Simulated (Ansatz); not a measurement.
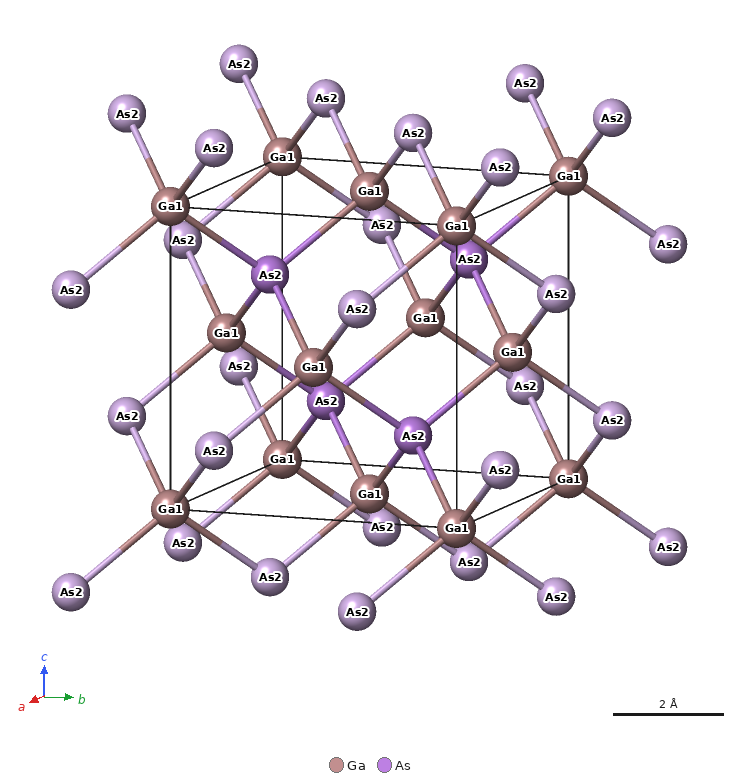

The input geometry (ball-and-stick view of the cell 4 times as large as that of the calculation, set on its symmetry axes, seen slightly off an axis; neighbours outside the cell are drawn fainter; atoms are numbered from 1 in the order of the input). Near neighbours in the crystal (not all of them lie inside the picture): Ga has 4 As at 2.43 Å; As has 4 Ga at 2.43 Å.

Geometry relaxation of GaAs

System: GaAs (F-43m, 2 atoms in the cell).
Method: DFT LDA, scalar-relativistic, plane waves, PAW, no spin polarisation (Ansatz 0.2.0).

The structure derives from a Materials Project entry. Figures and captions count atoms from 1; the log counts them from 0 in places.

**Input**
```yaml
crystal:
  lattice:
    - [0.0, 2.801690796, 2.801690796]
    - [2.801690796, 0.0, 2.801690796]
    - [2.801690796, 2.801690796, 0.0]
  atoms:
    - { symbol: Ga, position: [0.0, 0.0, 0.0] }
    - { symbol: As, position: [0.75, 0.75, 0.75] }
basis:
  ecutwfc: 420
kpoints:
  mp_grid: { grid: [12, 12, 12] }
hamiltonian:
  xc: lda
scf:
  occupations: { method: gaussian, width: 0.02 }
output:
  forces: true
  stress: true
  eigenvalues: true
  write_density: true
  write_potential: true
  elf: true
  volumetric_format: npy
relax:
  adjacent_minimum: "off"
  f_tol: 0.005
  max_steps: 80
  cell: { stress_tol: 0.05 }
```

Command:
```bash
ansatz run input.yaml --threads 4 --pin off --max-ram 8192MiB --backend cpu --events-out ev --progress --plain --runs-dir out
```

**What the program printed**
```
Engine: ansatz 0.2.0, x86_64-unknown-linux-gnu
Pseudopotentials: kind: paw
Pseudopotential: Ga, paw, valence charge 13, recommended cutoff 420 eV (normal), Ga.paw.azcp
Pseudopotential: As, paw, valence charge 15, recommended cutoff 420 eV (normal), As.paw.azcp
Functional definition: SPW92
  exchange = slater_x
  correlation = pw_c
Crystal: 2 atoms, lattice volume = 43.984 Å³
Basis set: ecut = 420 eV, 869 PW (Γ)
Bands: 18, of which v1, the nominal top of the filled ones, is band 14 counted from 1 (13 counted from 0)
Symmetry: 24 space group operations
Space group: F-43m (ITA 216), of the structure as read, at distance tolerance 3.5e-5 Å
k-points: 72 of 1728 (time reversal used)
Non-local potential: Ga, projectors of the file, l = 0: 2, l = 1: 2, l = 2: 3, l = 3: 1
Non-local potential: As, projectors of the file, l = 0: 2, l = 1: 2, l = 2: 3, l = 3: 1
PAW form: soft (Blöchl's): semilocal exchange-correlation on the pseudo side does not see the compensation charge
PAW frozen core: Ga, regenerated for the run's functional, and the local potential with it (the file was generated under x = pbe(κ = 0.804, μ = 0.2195149727645171), c = pbe(β = 0.06672455060314922))
PAW frozen core: As, regenerated for the run's functional, and the local potential with it (the file was generated under x = pbe(κ = 0.804, μ = 0.2195149727645171), c = pbe(β = 0.06672455060314922))
PAW one-centre angular grid: Ga, 590 points (default); XC on 64 Gauss nodes
PAW one-centre angular grid: As, 590 points (default); XC on 64 Gauss nodes
Initial density: superposition of atomic densities (neutral atoms: chi_scale 0, normalization atom), corrected by the library's trained network
Initial wavefunctions: pseudopotential atomic-orbital guess
Functional: x = slater, c = lda
SCF iter   1: F=—  HF=-8481.300562 eV  |F-HF|=—  |Δ(HF+E_count)|=         —  Δρ=5.23e-3  dr2=7.73e-3  ethr=1.77e-3  ⟨swp⟩=6.0  Hψ=6131  notcnv=0
preconditioner: auto → none  [insulator: Δε(μ)=0.459 eV  Ē_g=15.596 eV  σ=0.020 eV  W_gap=1.00  n_scr=14 (ndim 8)  ℏωp=23.8 eV  f_vac=0.078  D(μ)=0.00/eV (n_scr^D=0)  ε∞_Penn≈3.3]
SCF iter   2: F=—  HF=-8481.297705 eV  |F-HF|=—  |Δ(HF+E_count)|=   2.86e-3  Δρ=2.55e-3  dr2=1.06e-3  ethr=2.76e-5  ⟨swp⟩=2.5  Hψ=2751  notcnv=0
SCF iter   3: F=—  HF=-8481.297639 eV  |F-HF|=—  |Δ(HF+E_count)|=   6.57e-5  Δρ=6.99e-4  dr2=1.81e-4  ethr=3.78e-6  ⟨swp⟩=2.0  Hψ=2222  notcnv=0
SCF iter   4: F=—  HF=-8481.297567 eV  |F-HF|=—  |Δ(HF+E_count)|=   7.25e-5  Δρ=2.64e-4  dr2=1.35e-5  ethr=6.47e-7  ⟨swp⟩=2.0  Hψ=1956  notcnv=0
SCF iter   5: F=—  HF=-8481.297563 eV  |F-HF|=—  |Δ(HF+E_count)|=   3.40e-6  Δρ=1.51e-5  dr2=1.00e-7  ethr=4.84e-8  ⟨swp⟩=2.1  Hψ=1742  notcnv=0
SCF iter   6: F=-8481.297563 eV  HF=-8481.297563 eV  |F-HF|=4.31e-9  |Δ(HF+E_count)|=  2.91e-10  Δρ=4.54e-6  dr2=4.65e-9  ethr=3.57e-10  ⟨swp⟩=8.4  Hψ=8250  notcnv=0
SCF 1 converged in 6 iterations: F = -8481.297563 eV  dr2 = 4.65e-9
  greatest PAW one-centre occupation: 0.999 electrons in one spin orbital (limit 2), on the As atom at site 1 (counted from 0), in its partial waves of l = 2
relax step   1: F+E_penalty+E_count = -8481.29756326 eV  Δ(F+E_penalty+E_count) = +0.000e0 eV  max|allowed force component| = 1.480e-16 eV/Å  Δτ_max = 0.0000 Å  P = -0.006 GPa  Ω = 43.984 Å³  (6 SCF iters, dr2 threshold 1.00e-7 eV, accepted)
Initial density: handed on by an earlier stage of this run
Initial wavefunctions: pseudopotential atomic-orbital guess (no wavefunctions were taken with the density)
iter 1 solved again at ethr=3.11e-7 eV; its pass at ethr=3.10e-3 eV (dr2=8.70e-5 eV) is discarded
SCF iter   1: F=—  HF=-8481.297565 eV  |F-HF|=—  |Δ(HF+E_count)|=         —  Δρ=4.82e-6  dr2=5.21e-9  ethr=3.11e-7  ⟨swp⟩=2.9  Hψ=9139  notcnv=0
eigensolver tolerance schedule: the retry pair's looser diagonalisation over-reported the residual by 16703.64 of it (diagonalisation noise at an unbounded share of the residual, at the tolerance the schedule requests for it); recorded, not acted on — ethr = c·dr2/N_el stays at c = 1.0e-1
preconditioner: auto → none  [insulator: Δε(μ)=0.486 eV  Ē_g=15.593 eV  σ=0.020 eV  W_gap=1.00  n_scr=14 (ndim 8)  ℏωp=23.8 eV  f_vac=0.068  D(μ)=0.00/eV (n_scr^D=0)  ε∞_Penn≈3.3]
SCF iter   2: F=—  HF=-8481.297563 eV  |F-HF|=—  |Δ(HF+E_count)|=   1.76e-6  Δρ=2.01e-6  dr2=1.12e-9  ethr=1.86e-11  ⟨swp⟩=3.1  Hψ=2720  notcnv=0
SCF iter   3: F=—  HF=-8481.297563 eV  |F-HF|=—  |Δ(HF+E_count)|=  3.66e-10  Δρ=1.00e-6  dr2=2.42e-10  ethr=4.01e-12  ⟨swp⟩=2.9  Hψ=2285  notcnv=0
SCF iter   4: F=—  HF=-8481.297563 eV  |F-HF|=—  |Δ(HF+E_count)|=  1.64e-11  Δρ=3.46e-7  dr2=3.42e-11  ethr=1.00e-12  ⟨swp⟩=1.8  Hψ=1403  notcnv=0
SCF iter   5: F=-8481.297563 eV  HF=-8481.297563 eV  |F-HF|=3.64e-12  |Δ(HF+E_count)|=  1.82e-12  Δρ=8.73e-8  dr2=2.23e-12  ethr=1.00e-12  ⟨swp⟩=5.0  Hψ=5537  notcnv=0
SCF 2 converged in 5 iterations: F = -8481.297563 eV  dr2 = 2.23e-12
relax step   2: F+E_penalty+E_count = -8481.29756326 eV  Δ(F+E_penalty+E_count) = -2.781e-9 eV  max|allowed force component| = 1.110e-16 eV/Å  Δτ_max = 0.0000 Å  P = -0.006 GPa  Ω = 43.984 Å³  stress off target by 5.67e-3 GPa  SCF on the basis re-selected at this cell (its energy is not comparable with the rows above)  (5 SCF iters)
```

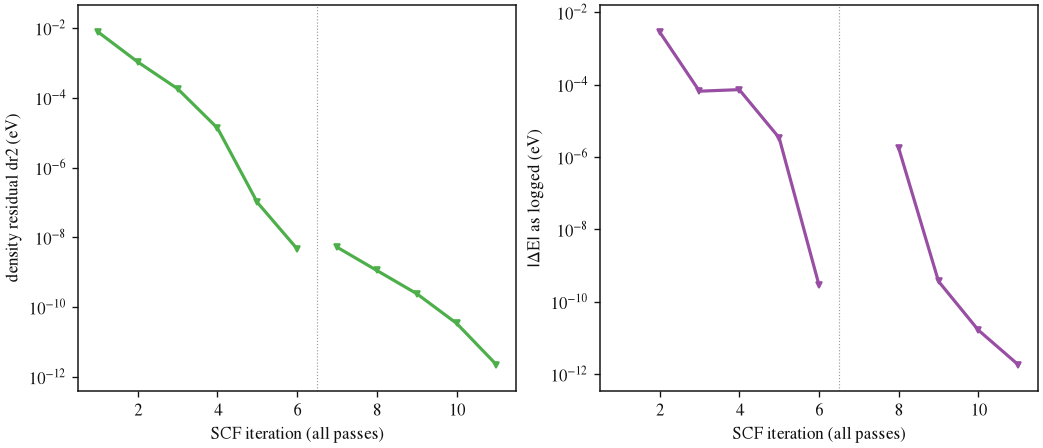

Convergence of the self-consistent field: density residual dr2 and size of the energy change against the SCF iteration. The dotted lines part the SCF passes of the relaxation: geometry steps, rejected trials and re-solves on a re-selected basis. The passes take 6 and 5 iterations.

```
basis re-selected at this cell: Δ(F+E_penalty+E_count) = -2.781e-9 eV, ΔP = +0.000 GPa vs the last step (what re-selecting the basis moved, of the pressure what is left beyond the Pulay correction that the steps carried, after the strain that the cell walked since its last selection, with what the two solves' SCF thresholds leave and, on support functions, any second-order correction that the steps lacked; it is no measure of the basis error at this ecutwfc). This SCF's stress stands 5.67e-3 GPa from its target on what of the cell is left free (relax.cell.stress_tol is 5.00e-2 GPa) and its largest allowed force component is 1.11e-16 eV/Å (relax.f_tol is 5.00e-3 eV/Å): within both
SCF converged after 5 iterations
Free energy (F): -8481.297563 eV
Harris-Foulkes:  -8481.297563 eV  (|F-HF|=3.64e-12)
Internal energy: -8481.297563 eV  (E = F + TS)
E sigma→0 (E₀):  -8481.297563 eV
Fermi energy:    8.481511 eV
--- Per-component energies (eV) ---
  E_band       = -315.035860
  E_kinetic    = 220.937655
  E_local      = -3887.743047  (includes V_loc(G=0)·N_el)
  E_nonlocal   = -238.592256
  E_hartree    = 1958.217682
  E_xc         = -148.328579
  E_vxc        = -138.914590  (∫ρ·V_xc dr)
  E_paw        = -3666.630239  (= ΣΔE_a)
  E_vpaw       = -187.158984  (= ΣTr[D̂ρ^β])
  E_aug_tail   = -0.000107  (compensation charges beyond the density's cutoff)
  E_ewald      = -2722.962382
  E_core_change = 3.803710  (= ΣΔE_core)
  E_smearing   = -0.000000  (= −TS)
  E_closure    = 0.000000  (closes the sum)
  Σ components = -8481.297563   (vs F -8481.297563, Δ=0.00e0)
--- Forces (eV/Å), atoms counted from 1 ---
  atom   1  Ga    -0.00000000     0.00000000     0.00000000
  atom   2  As     0.00000000    -0.00000000    -0.00000000
  max |Σ_I F_I| component: 1.85e-16 eV/Å
--- Stress (GPa, compression-positive) ---
       -0.005675      -0.000000      -0.000000
       -0.000000      -0.005675       0.000000
       -0.000000       0.000000      -0.005675
  P = ⅓ Tr σ = -0.0057 GPa (-0.057 kbar)
--- Band table (eV; the first three rows and the last of 72) ---
  k-point 0: bands = ["-27.0886", "-27.0886", "-27.0886", "-27.0775", "-27.0775", "-6.7099", "-6.7099", "-6.7099", "-6.6250", "-6.6250", "-4.7399", "8.2379", "8.2379", "8.2379", "8.7242", "11.9334", "11.9334", "11.9334"]
  k-point 1: bands = ["-27.0886", "-27.0885", "-27.0885", "-27.0775", "-27.0775", "-6.7170", "-6.7081", "-6.7081", "-6.6252", "-6.6252", "-4.6549", "6.9846", "8.1186", "8.1186", "9.5834", "12.0872", "12.1085", "12.1085"]
  k-point 2: bands = ["-27.0885", "-27.0883", "-27.0883", "-27.0775", "-27.0775", "-6.7353", "-6.7034", "-6.7034", "-6.6253", "-6.6253", "-4.4074", "5.4494", "7.8399", "7.8399", "9.8334", "12.4977", "12.4977", "12.8979"]
  k-point 71: bands = ["-27.0883", "-27.0879", "-27.0866", "-27.0777", "-27.0768", "-6.8182", "-6.6758", "-6.6621", "-6.6368", "-6.6214", "-2.0660", "1.4370", "4.5555", "4.7462", "12.8914", "12.8993", "13.6262", "14.2068"]
--- Relaxed structure (1 steps of the walk, 1 accepted, 1 SCFs on fresh bases) ---
  F+E_penalty+E_count = -8481.29756326 eV   max|allowed force component| = 1.110e-16 eV/Å   (the final SCF, on the basis selected at the relaxed cell)
  cell:  # Å, volume = 43.9836 Å³
    - [0.0, 2.801690796, 2.801690796]
    - [2.801690796, 0.0, 2.801690796]
    - [2.801690796, 2.801690796, 0.0]
  atoms:
    - { symbol: Ga, position: [0.0, 0.0, 0.0] }
    - { symbol: As, position: [0.7500000000000001, 0.7500000000000001, 0.7500000000000001] }
```

**Trajectory as extended XYZ (Å, eV, eV/Å), 2 frames, from step=1 to step=2**
```
2
Lattice="0.0000 2.8017 2.8017 2.8017 0.0000 2.8017 2.8017 2.8017 0.0000" Properties=species:S:1:pos:R:3:forces:R:3 step=1 energy=-8481.29756 pressure_GPa=-0.01
Ga    0.0000    0.0000    0.0000    0.0000   0.0000   0.0000
As    4.2025    4.2025    4.2025    0.0000   0.0000   0.0000
2
Lattice="0.0000 2.8017 2.8017 2.8017 0.0000 2.8017 2.8017 2.8017 0.0000" Properties=species:S:1:pos:R:3:forces:R:3 step=2 energy=-8481.29756 pressure_GPa=-0.01
Ga    0.0000    0.0000    0.0000    0.0000   0.0000   0.0000
As    4.2025    4.2025    4.2025    0.0000   0.0000   0.0000
```

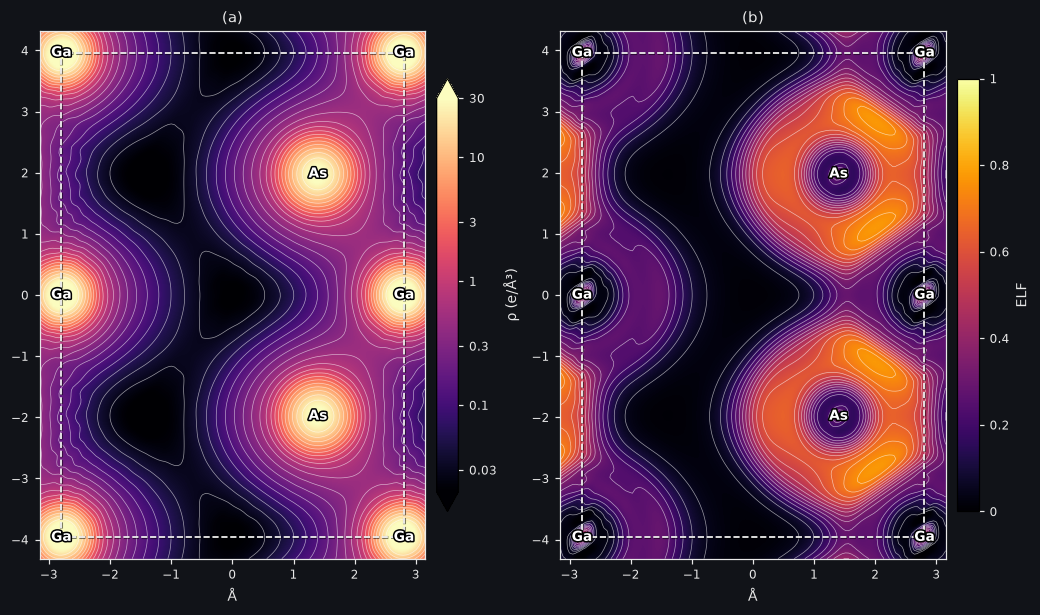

(a) valence pseudo-density; (b) electron localisation function on the (110) plane of the conventional cell. The plane passes through Ga and As nuclei. Ga–As (2.43 Å): ρ at the midpoint is about 0.51 e/Å³; the ELF peaks at about 0.75 between the atoms, which marks localised, shared-pair bonding. Away from the nuclei the density in this plane falls to 0.02 e/Å³ at its lowest. The strong features right at Ga lie inside the PAW spheres (semicore, d or f shells) and say nothing about bonding. In a PAW calculation such maps are meaningful between the atoms, not at the nuclei.

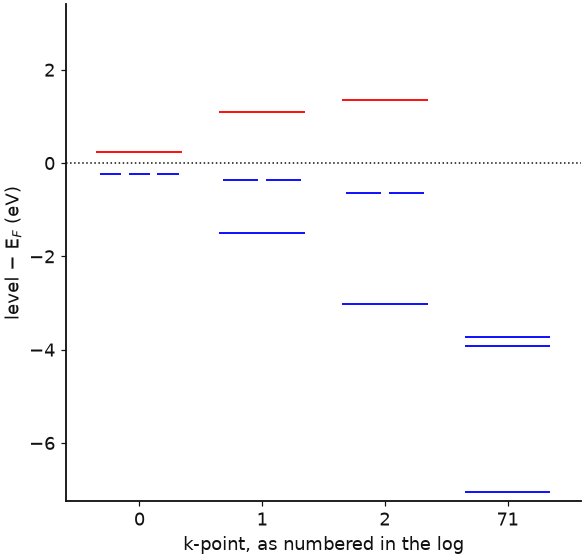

Kohn–Sham levels near the Fermi level (dotted) at the few k-points that the log prints; levels within 0.02 eV of each other stand side by side. Among these points the highest filled and lowest empty levels are 0.49 eV apart, which is the gap on the mesh.

**Key numbers**

| quantity | value |
| --- | --- |
| outcome | converged |
| space group (tolerance 0.01 Å) | F-43m (216) |
| electrons treated | 28 |
| free energy | −8481.2976 eV |
| Fermi energy | 8.482 eV |
| gap on the k-point mesh | 0.49 eV |
| pressure | −0.01 GPa |
| final volume | 43.98 Å³ |
| largest force (length of the vector) at the end | under 0.001 eV/Å |
| final cell | a = 3.962 Å, b = 3.962 Å, c = 3.962 Å, α = 60.00°, β = 60.00°, γ = 60.00° |
| hardware | 4 threads of Intel Xeon @ 2.70GHz, 189 GiB of memory available, shared host |
| wall time | 4.8 s (CPU time 16 s) |
| peak memory | 0.44 GiB |
